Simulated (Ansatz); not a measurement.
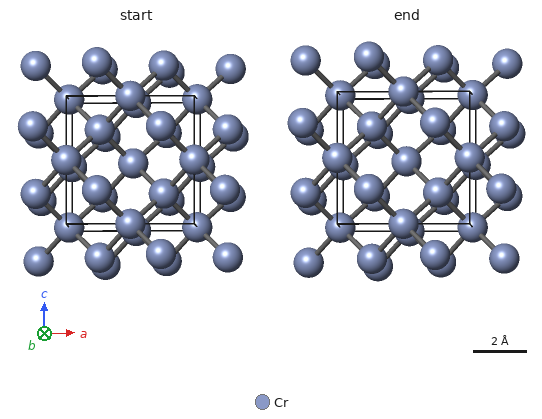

The structure of a crystal of Cr (built on the diamond_227 type) (coarse preliminary run) before (left) and after (right) a relaxation, at one scale.

Style: ball-and-stick. Shown: the conventional cell (4 times the calculation's cell), from a free direction. Lengths and directions refer to the drawn axes.

Case: diamond type (Fd-3m, No. 227).

Level of theory: DFT PBE, scalar-relativistic, plane waves, PAW in Ansatz 0.2.0.

Input file:
```yaml
crystal:
  lattice:
    - [0.0, 2.4633814864, 2.4633814864]
    - [2.4633814864, 0.0, 2.4633814864]
    - [2.4633814864, 2.4633814864, 0.0]
  atoms:
    - { symbol: Cr, position: [0.5, 0.5, 0.5] }
    - { symbol: Cr, position: [0.75, 0.75, 0.75] }
basis:
  ecutwfc: 420
kpoints:
  mp_grid: { grid: [6, 6, 6] }
hamiltonian:
  xc: pbe
scf:
  occupations: { method: gaussian, width: 0.1 }
  lower_state_search: "off"
output:
  forces: true
  stress: true
  eigenvalues: true
relax:
  adjacent_minimum: "off"
  f_tol: 0.04
  max_steps: 70
  cell: { stress_tol: 0.4 }
```

Describe what moved and what it gained.

Answer. The atoms keep their places relative to the cell (all moves are under 0.005 Å). The drawn cell changes as follows: a = b = c 4.927 → 5.094 Å (+3.4 %); the volume changes by +10.5 %. Near-neighbour distances that change, for instance: Cr1–Cr2 2.133 → 2.206 Å. The space group stays Fd-3m (No. 227). After 3 accepted moves (4 points after the start) the energy has fallen by 0.107 eV per cell of the calculation. All forces vanish by symmetry, so only the cell relaxes. Pressure: 11.79 GPa at the start and 0.10 GPa at the end. At 1 point the geometry stayed and the basis and grid were re-selected for the new cell (energy shift of 1.8 meV per cell of the calculation at most each time).
